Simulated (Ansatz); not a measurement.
Input

```
crystal:
  lattice:
    - [2.7751413956, 0.0, 0.0]
    - [0.0, 2.7751413956, 0.0]
    - [0.0, 0.0, 2.7751413956]
  atoms:
    - { symbol: Al, position: [0.0, 0.0, 0.0] }
hamiltonian:
  xc: pbe
  pseudopotentials: { kind: paw }
kpoints:
  mp_grid: { grid: [10, 10, 10] }
scf:
  occupations: { method: fermi_dirac, width: 0.05 }
output:
  forces: true
  stress: true
  eigenvalues: true
  write_density: true
  write_potential: true
  elf: true
  volumetric_format: npy
```

Command:

```sh
ansatz run input.yaml --threads 2 --pin off --max-ram 5632MiB --backend cpu --events-out ev --progress --plain --runs-dir out
```

Below, planes, directions and counts refer to the conventional cell (a = 2.78 Å, b = 2.78 Å, c = 2.78 Å, α = 90.00°, β = 90.00°, γ = 90.00°).

Space group Pm-3m; a generated structure, not necessarily the stable one; computed pressure about −3 GPa in this cell.

Computed with Kohn-Sham DFT of a periodic cell, PBE, Ansatz PAW (Ansatz 0.2.0).

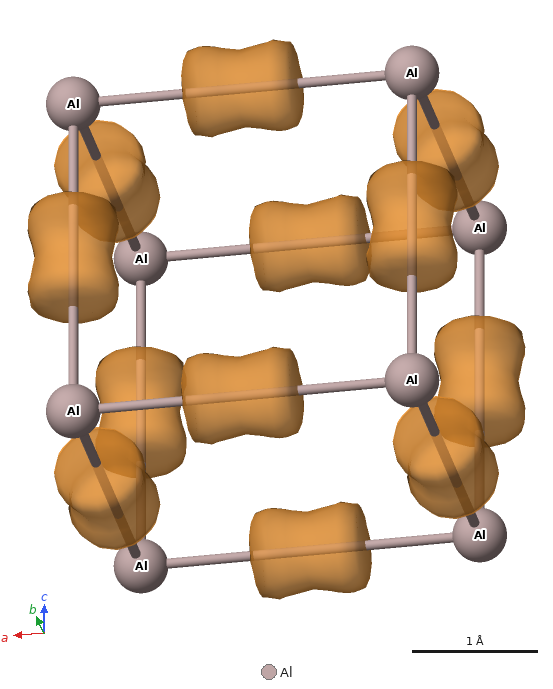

Al. Isosurface of the electron localisation function at 0.75 (orange), seen at an oblique angle. Only the valence region is drawn (cores and ρ < 0.01 e/Å³ removed). Sticks mark near contacts.

Core electrons are frozen (PAW), and the valence fields are smoothed inside the atomic spheres.

Describe the localisation domains.

The surface consists of three regions between bonded Al–Al atoms, counted in one cell of 1 atoms. Any copies at cell faces, edges or corners count once.

Values along the shortest contacts:
Al–Al (2.78 Å): the ELF peaks at about 0.80 between the atoms.

Does the calculation make it a metal, or give it a gap?

It is gapless in this calculation (a metal or semimetal).
